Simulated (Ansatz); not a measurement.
**TaN: geometry relaxation (part 3 of 3)**

TaN (slab, 24 atoms in the cell); DFT PBE, scalar-relativistic, plane waves, PAW, no spin polarisation (Ansatz 0.2.0); cutoff 420 eV, 3×3×1 k-mesh, Gaussian smearing of 0.1 eV. The structure derives from an entry of the Crystallography Open Database. The input holds or restrains some coordinates. Forces given for the steps count only the free coordinates. It belongs to a series of runs on one base structure; here: clean slab, lower planes held.

Geometry of the input (Å; fractional positions):
```
6.2470  0.0000  0.0000
0.0000  6.2470  0.0000
0.0000  0.0000  20.4173
Ta 0.5000  0.5000  0.3918
Ta 0.5000  0.0000  0.3918
Ta 0.0000  0.5000  0.3918
Ta 0.0000  0.0000  0.3918
N  0.2500  0.2500  0.3918
N  0.2500  0.7500  0.3918
N  0.7500  0.2500  0.3918
N  0.7500  0.7500  0.3918
Ta 0.7500  0.7500  0.5000
Ta 0.7500  0.2500  0.5000
Ta 0.2500  0.7500  0.5000
Ta 0.2500  0.2500  0.5000
N  0.5000  0.5000  0.5000
N  0.5000  0.0000  0.5000
N  0.0000  0.5000  0.5000
N  0.0000  0.0000  0.5000
Ta 0.0000  0.0000  0.6082
Ta 0.0000  0.5000  0.6082
Ta 0.5000  0.0000  0.6082
Ta 0.5000  0.5000  0.6082
N  0.7500  0.7500  0.6082
N  0.7500  0.2500  0.6082
N  0.2500  0.7500  0.6082
N  0.2500  0.2500  0.6082
```

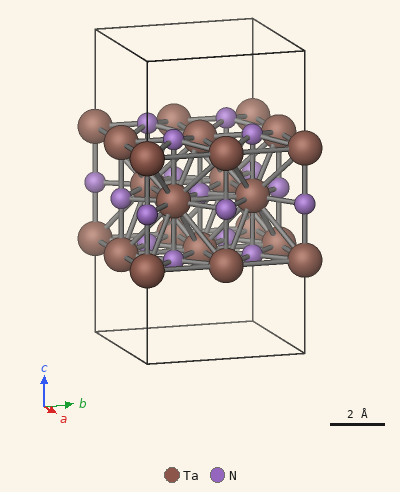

**Figure 1.** The geometry at step 3 of the log (ball-and-stick view of the cell of the calculation, with the vacuum cut short, seen slightly off an axis).

Output, continued
```
  k-point 2: bands = ["-65.0263", "-65.0176", "-65.0176", "-65.0091", "-64.8352", "-64.8253", "-64.8253", "-64.8164", "-64.6327", "-64.6253", "-64.6253", "-64.6169", "-31.7264", "-31.7264", "-31.7026", "-31.7026", "-31.6936", "-31.6741", "-31.6597", "-31.6333", "-31.5954", "-31.5672", "-31.5672", "-31.5498", "-31.5321", "-31.5321", "-31.5276", "-31.4768", "-31.4719", "-31.4474", "-31.4347", "-31.4347", "-31.3447", "-31.3366", "-31.3100", "-31.3100", "-31.2638", "-31.2436", "-31.2023", "-31.2023", "-31.1460", "-31.1460", "-31.1447", "-31.1217", "-31.0327", "-31.0017", "-31.0017", "-30.9858", "-12.9684", "-12.5391", "-12.4163", "-12.4163", "-11.7189", "-11.4419", "-11.3715", "-11.2641", "-11.2641", "-10.9962", "-10.8648", "-10.8648", "-4.0560", "-4.0560", "-3.6616", "-3.6616", "-3.6056", "-3.1284", "-3.0380", "-2.9619", "-2.6941", "-2.6941", "-2.2055", "-2.2055", "-2.1926", "-2.0112", "-2.0112", "-1.9717", "-1.7909", "-1.7035", "-1.6734", "-1.2714", "-1.2714", "-1.2605", "-1.1578", "-1.1578", "-1.0457", "-0.9284", "-0.8177", "-0.8177", "-0.7785", "-0.5905", "-0.4221", "-0.4221", "-0.3981", "-0.3431", "-0.1234", "-0.1118", "1.2253", "2.2871", "2.2871", "2.3086", "3.1726", "3.1933", "3.8302", "4.2518", "4.3339", "4.5387", "4.5387", "4.5706", "4.7901", "4.7901", "4.8013", "5.0217", "5.0398", "5.0398", "5.2272", "5.2272", "5.4692", "5.6738", "5.6738", "5.7831", "5.9551", "5.9837", "5.9837", "6.2267", "6.2267", "6.2836", "6.4338", "6.4338", "6.4715", "6.5013", "6.7305", "6.9973"]
--- Relaxed structure (5 steps of the walk, 5 accepted, 0 SCFs on fresh bases) ---
  F+E_penalty+E_count = -123808.03030763 eV   max|allowed force component| = 2.167e-2 eV/Å
  atoms:
    - { symbol: Ta, position: [0.5, 0.5, 0.3918251645] }
    - { symbol: Ta, position: [0.5, 0.0, 0.3918251645] }
    - { symbol: Ta, position: [0.0, 0.5, 0.3918251645] }
    - { symbol: Ta, position: [0.0, 0.0, 0.3918251645] }
    - { symbol: N, position: [0.25, 0.25, 0.3918251645] }
    - { symbol: N, position: [0.25, 0.7500000000000001, 0.3918251645] }
    - { symbol: N, position: [0.7500000000000001, 0.25, 0.3918251645] }
    - { symbol: N, position: [0.7500000000000001, 0.7500000000000001, 0.3918251645] }
    - { symbol: Ta, position: [0.7500000000000001, 0.7500000000000001, 0.5027126835523935] }
    - { symbol: Ta, position: [0.7500000000000001, 0.25, 0.5027126835523935] }
    - { symbol: Ta, position: [0.25, 0.7500000000000001, 0.5027126835523935] }
    - { symbol: Ta, position: [0.25, 0.25, 0.5027126835523935] }
    - { symbol: N, position: [0.5, 0.5, 0.4974569431662299] }
    - { symbol: N, position: [0.5, -8.622727139624557e-35, 0.4974569431662299] }
    - { symbol: N, position: [4.619662193798855e-34, 0.5, 0.4974569431662299] }
    - { symbol: N, position: [4.975831404908347e-34, 1.411429637938545e-34, 0.4974569431662299] }
    - { symbol: Ta, position: [1.3463978969413763e-33, 1.1157760747014178e-33, 0.6032312034012134] }
    - { symbol: Ta, position: [4.321961335011817e-33, 0.5, 0.6032312034012134] }
    - { symbol: Ta, position: [0.5, 1.1079481799517587e-33, 0.6032312034012134] }
    - { symbol: Ta, position: [0.5, 0.5, 0.6032312034012134] }
    - { symbol: N, position: [0.7500000000000001, 0.7500000000000001, 0.6185233854837335] }
    - { symbol: N, position: [0.7500000000000001, 0.25, 0.6185233854837335] }
    - { symbol: N, position: [0.25, 0.7500000000000001, 0.6185233854837335] }
    - { symbol: N, position: [0.25, 0.25, 0.6185233854837335] }
```

Trajectory as extended XYZ (Å, eV, eV/Å), 5 frames, from step=1 to step=5
```
24
Lattice="6.2470 0.0000 0.0000 0.0000 6.2470 0.0000 0.0000 0.0000 20.4173" Properties=species:S:1:pos:R:3:forces:R:3 step=1 energy=-123806.97429
Ta    3.1235    3.1235    8.0000    0.0000   0.0000   1.4486
Ta    3.1235    0.0000    8.0000    0.0000   0.0000   1.4486
Ta    0.0000    3.1235    8.0000    0.0000   0.0000   1.4486
Ta    0.0000    0.0000    8.0000    0.0000   0.0000   1.4486
N     1.5617    1.5617    8.0000    0.0000   0.0000  -1.6372
N     1.5617    4.6852    8.0000    0.0000   0.0000  -1.6372
N     4.6852    1.5617    8.0000    0.0000   0.0000  -1.6372
N     4.6852    4.6852    8.0000    0.0000   0.0000  -1.6372
Ta    4.6852    4.6852   10.2086    0.0000   0.0000   0.0000
Ta    4.6852    1.5617   10.2086    0.0000   0.0000   0.0000
Ta    1.5617    4.6852   10.2086    0.0000   0.0000   0.0000
Ta    1.5617    1.5617   10.2086    0.0000   0.0000   0.0000
N     3.1235    3.1235   10.2086    0.0000   0.0000   0.0000
N     3.1235    0.0000   10.2086    0.0000   0.0000   0.0000
N     0.0000    3.1235   10.2086    0.0000   0.0000   0.0000
N     0.0000    0.0000   10.2086    0.0000   0.0000   0.0000
Ta    0.0000    0.0000   12.4173    0.0000   0.0000  -1.4486
Ta    0.0000    3.1235   12.4173    0.0000   0.0000  -1.4486
Ta    3.1235    0.0000   12.4173    0.0000   0.0000  -1.4486
Ta    3.1235    3.1235   12.4173    0.0000   0.0000  -1.4486
N     4.6852    4.6852   12.4173    0.0000   0.0000   1.6372
N     4.6852    1.5617   12.4173    0.0000   0.0000   1.6372
N     1.5617    4.6852   12.4173    0.0000   0.0000   1.6372
N     1.5617    1.5617   12.4173    0.0000   0.0000   1.6372
24
Lattice="6.2470 0.0000 0.0000 0.0000 6.2470 0.0000 0.0000 0.0000 20.4173" Properties=species:S:1:pos:R:3:forces:R:3 step=2 energy=-123807.95127
Ta    3.1235    3.1235    8.0000    0.0000   0.0000   1.0066
Ta    3.1235    0.0000    8.0000    0.0000   0.0000   1.0066
Ta    0.0000    3.1235    8.0000    0.0000   0.0000   1.0066
Ta    0.0000    0.0000    8.0000    0.0000   0.0000   1.0066
N     1.5617    1.5617    8.0000    0.0000   0.0000  -0.9984
N     1.5617    4.6852    8.0000    0.0000   0.0000  -0.9984
N     4.6852    1.5617    8.0000    0.0000   0.0000  -0.9984
N     4.6852    4.6852    8.0000    0.0000   0.0000  -0.9984
Ta    4.6852    4.6852   10.2579    0.0000   0.0000  -0.0777
Ta    4.6852    1.5617   10.2579    0.0000   0.0000  -0.0777
Ta    1.5617    4.6852   10.2579    0.0000   0.0000  -0.0777
Ta    1.5617    1.5617   10.2579    0.0000   0.0000  -0.0777
N     3.1235    3.1235   10.1789    0.0000   0.0000  -0.2458
N     3.1235    0.0000   10.1789    0.0000   0.0000  -0.2458
N     0.0000    3.1235   10.1789    0.0000   0.0000  -0.2458
N     0.0000    0.0000   10.1789    0.0000   0.0000  -0.2458
Ta    0.0000    0.0000   12.3217    0.0000   0.0000  -0.1833
Ta    0.0000    3.1235   12.3217    0.0000   0.0000  -0.1833
Ta    3.1235    0.0000   12.3217    0.0000   0.0000  -0.1833
Ta    3.1235    3.1235   12.3217    0.0000   0.0000  -0.1833
N     4.6852    4.6852   12.5596    0.0000   0.0000   0.5020
N     4.6852    1.5617   12.5596    0.0000   0.0000   0.5020
N     1.5617    4.6852   12.5596    0.0000   0.0000   0.5020
N     1.5617    1.5617   12.5596    0.0000   0.0000   0.5020
24
Lattice="6.2470 0.0000 0.0000 0.0000 6.2470 0.0000 0.0000 0.0000 20.4173" Properties=species:S:1:pos:R:3:forces:R:3 step=3 energy=-123808.02518
Ta    3.1235    3.1235    8.0000    0.0000   0.0000   0.8806
Ta    3.1235    0.0000    8.0000    0.0000   0.0000   0.8806
Ta    0.0000    3.1235    8.0000    0.0000   0.0000   0.8806
Ta    0.0000    0.0000    8.0000    0.0000   0.0000   0.8806
N     1.5617    1.5617    8.0000    0.0000   0.0000  -0.7831
N     1.5617    4.6852    8.0000    0.0000   0.0000  -0.7831
N     4.6852    1.5617    8.0000    0.0000   0.0000  -0.7831
N     4.6852    4.6852    8.0000    0.0000   0.0000  -0.7831
Ta    4.6852    4.6852   10.2745    0.0000   0.0000  -0.0957
Ta    4.6852    1.5617   10.2745    0.0000   0.0000  -0.0957
Ta    1.5617    4.6852   10.2745    0.0000   0.0000  -0.0957
Ta    1.5617    1.5617   10.2745    0.0000   0.0000  -0.0957
N     3.1235    3.1235   10.1619    0.0000   0.0000  -0.0873
N     3.1235    0.0000   10.1619    0.0000   0.0000  -0.0873
N     0.0000    3.1235   10.1619    0.0000   0.0000  -0.0873
N     0.0000    0.0000   10.1619    0.0000   0.0000  -0.0873
Ta    0.0000    0.0000   12.3118    0.0000   0.0000   0.1485
Ta    0.0000    3.1235   12.3118    0.0000   0.0000   0.1485
Ta    3.1235    0.0000   12.3118    0.0000   0.0000   0.1485
Ta    3.1235    3.1235   12.3118    0.0000   0.0000   0.1485
N     4.6852    4.6852   12.6381    0.0000   0.0000  -0.0626
N     4.6852    1.5617   12.6381    0.0000   0.0000  -0.0626
N     1.5617    4.6852   12.6381    0.0000   0.0000  -0.0626
N     1.5617    1.5617   12.6381    0.0000   0.0000  -0.0626
24
Lattice="6.2470 0.0000 0.0000 0.0000 6.2470 0.0000 0.0000 0.0000 20.4173" Properties=species:S:1:pos:R:3:forces:R:3 step=4 energy=-123808.02753
Ta    3.1235    3.1235    8.0000    0.0000   0.0000   0.7855
Ta    3.1235    0.0000    8.0000    0.0000   0.0000   0.7855
Ta    0.0000    3.1235    8.0000    0.0000   0.0000   0.7855
Ta    0.0000    0.0000    8.0000    0.0000   0.0000   0.7855
N     1.5617    1.5617    8.0000    0.0000   0.0000  -0.8780
N     1.5617    4.6852    8.0000    0.0000   0.0000  -0.8780
N     4.6852    1.5617    8.0000    0.0000   0.0000  -0.8780
N     4.6852    4.6852    8.0000    0.0000   0.0000  -0.8780
Ta    4.6852    4.6852   10.2574    0.0000   0.0000   0.0317
Ta    4.6852    1.5617   10.2574    0.0000   0.0000   0.0317
Ta    1.5617    4.6852   10.2574    0.0000   0.0000   0.0317
Ta    1.5617    1.5617   10.2574    0.0000   0.0000   0.0317
N     3.1235    3.1235   10.1463    0.0000   0.0000   0.0347
N     3.1235    0.0000   10.1463    0.0000   0.0000   0.0347
N     0.0000    3.1235   10.1463    0.0000   0.0000   0.0347
N     0.0000    0.0000   10.1463    0.0000   0.0000   0.0347
Ta    0.0000    0.0000   12.3023    0.0000   0.0000   0.0764
Ta    0.0000    3.1235   12.3023    0.0000   0.0000   0.0764
Ta    3.1235    0.0000   12.3023    0.0000   0.0000   0.0764
Ta    3.1235    3.1235   12.3023    0.0000   0.0000   0.0764
N     4.6852    4.6852   12.6262    0.0000   0.0000  -0.0506
N     4.6852    1.5617   12.6262    0.0000   0.0000  -0.0506
N     1.5617    4.6852   12.6262    0.0000   0.0000  -0.0506
N     1.5617    1.5617   12.6262    0.0000   0.0000  -0.0506
24
Lattice="6.2470 0.0000 0.0000 0.0000 6.2470 0.0000 0.0000 0.0000 20.4173" Properties=species:S:1:pos:R:3:forces:R:3 step=5 energy=-123808.03031
Ta    3.1235    3.1235    8.0000    0.0000   0.0000   0.8566
Ta    3.1235    0.0000    8.0000    0.0000   0.0000   0.8566
Ta    0.0000    3.1235    8.0000    0.0000   0.0000   0.8566
Ta    0.0000    0.0000    8.0000    0.0000   0.0000   0.8566
N     1.5617    1.5617    8.0000    0.0000   0.0000  -0.8506
N     1.5617    4.6852    8.0000    0.0000   0.0000  -0.8506
N     4.6852    1.5617    8.0000    0.0000   0.0000  -0.8506
N     4.6852    4.6852    8.0000    0.0000   0.0000  -0.8506
Ta    4.6852    4.6852   10.2640    0.0000   0.0000   0.0217
Ta    4.6852    1.5617   10.2640    0.0000   0.0000   0.0217
Ta    1.5617    4.6852   10.2640    0.0000   0.0000   0.0217
Ta    1.5617    1.5617   10.2640    0.0000   0.0000   0.0217
N     3.1235    3.1235   10.1567    0.0000   0.0000  -0.0108
N     3.1235    0.0000   10.1567    0.0000   0.0000  -0.0108
N     0.0000    3.1235   10.1567    0.0000   0.0000  -0.0108
N     0.0000    0.0000   10.1567    0.0000   0.0000  -0.0108
Ta    0.0000    0.0000   12.3163    0.0000   0.0000  -0.0095
Ta    0.0000    3.1235   12.3163    0.0000   0.0000  -0.0095
Ta    3.1235    0.0000   12.3163    0.0000   0.0000  -0.0095
Ta    3.1235    3.1235   12.3163    0.0000   0.0000  -0.0095
N     4.6852    4.6852   12.6286    0.0000   0.0000  -0.0073
N     4.6852    1.5617   12.6286    0.0000   0.0000  -0.0073
N     1.5617    4.6852   12.6286    0.0000   0.0000  -0.0073
N     1.5617    1.5617   12.6286    0.0000   0.0000  -0.0073
```

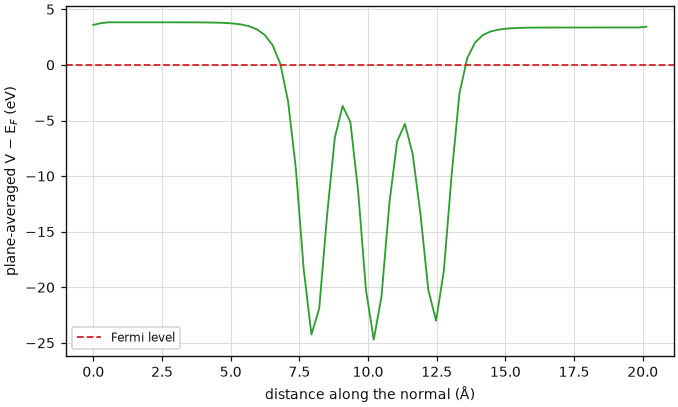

**Figure 2.** Plane average of the electrostatic potential energy of an electron across the cell, from the Fermi level. The vacuum level lies 3.37 eV above the Fermi level on the upper side and 3.83 eV on the lower.

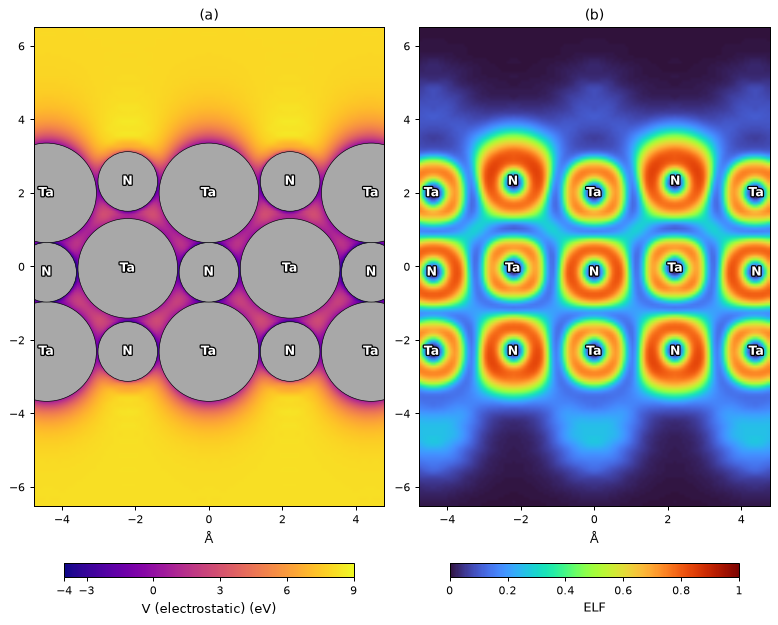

**Figure 3.** (a) electrostatic potential (local pseudopotential plus Hartree) felt by an electron; (b) ELF on the (11̄0) plane of the calculation cell, a cut from vacuum to vacuum. Grey discs, where drawn, cover atomic cores. Atoms in the plane: Ta and N. Ta–N (2.16 Å): the ELF is about 0.20 at the midpoint (no shared pair; the contact is polar). Ta–Ta (3.01 Å): the ELF is about 0.30 at the midpoint (no shared electron pair). Ta–N (2.21 Å): the ELF is about 0.20 at the midpoint; no shared pair; the contact is polar. Ta–N (2.26 Å): the ELF is about 0.15 at the midpoint (a polar contact without a shared pair, in a metal). Ta–N (2.36 Å): the ELF is about 0.15 at the midpoint; no shared pair; the contact is polar. The strong features right at Ta lie inside the PAW spheres (semicore, d or f shells) and say nothing about bonding. Core electrons are frozen (PAW), so the fields are smoothed inside the atomic spheres.

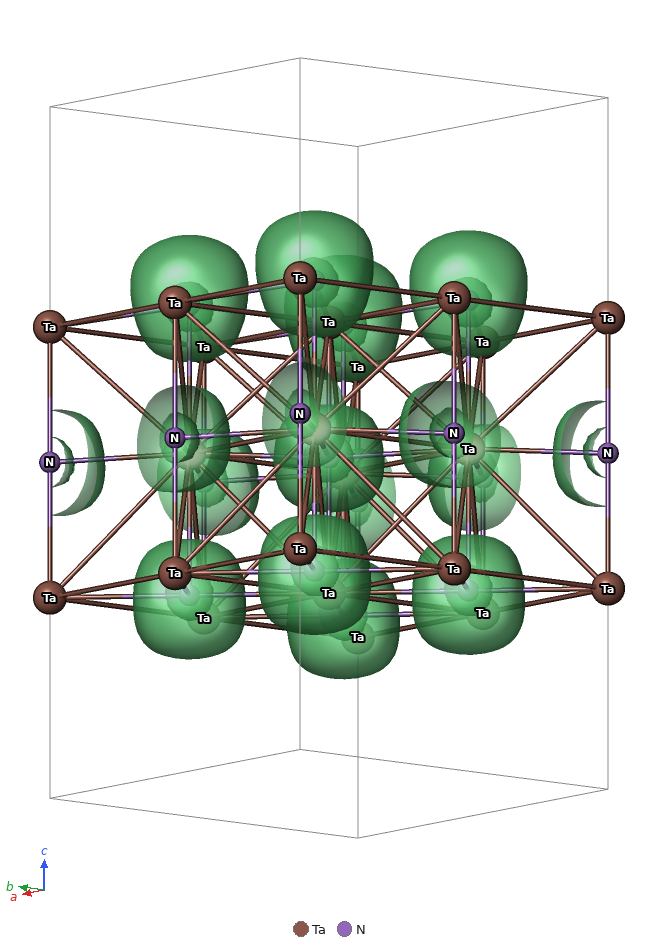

**Figure 4.** Isosurface of the ELF at 0.6 (green), seen at an oblique angle. Only the valence region is drawn (cores and ρ < 0.01 e/Å³ removed). Sticks mark near contacts. Along the contacts the grid gives the following. Ta–N (2.16 Å): the ELF is about 0.20 at the midpoint; a polar contact without a shared pair, in a metal. Ta–Ta (3.01 Å): the ELF is about 0.30 at the midpoint (no shared electron pair).

Results in brief

| quantity | value |
| --- | --- |
| outcome | converged under the restraints of the input |
| electrons treated | 216 |
| free energy | −123808.0303 eV |
| work function, top face | 3.37 eV |
| work function, bottom face | 3.83 eV |
| Fermi energy | 4.526 eV |
| gap on the k-point mesh | none (metallic) |
| final volume | 796.77 Å³ |
| work function (upper face) | 3.37 eV |
| largest force (length of the vector) at the end, held atoms and coordinates included | 0.857 eV/Å |
| hardware | 4 threads of Arm Neoverse V2, 24 GiB of memory available, shared host |
| wall time | 57 s (CPU time 3.7 min) |
| peak memory | 1.6 GiB |

The program warns: the exchange-correlation potential is rough where the density is thin. Spin–orbit coupling is left out, which matters for Ta.
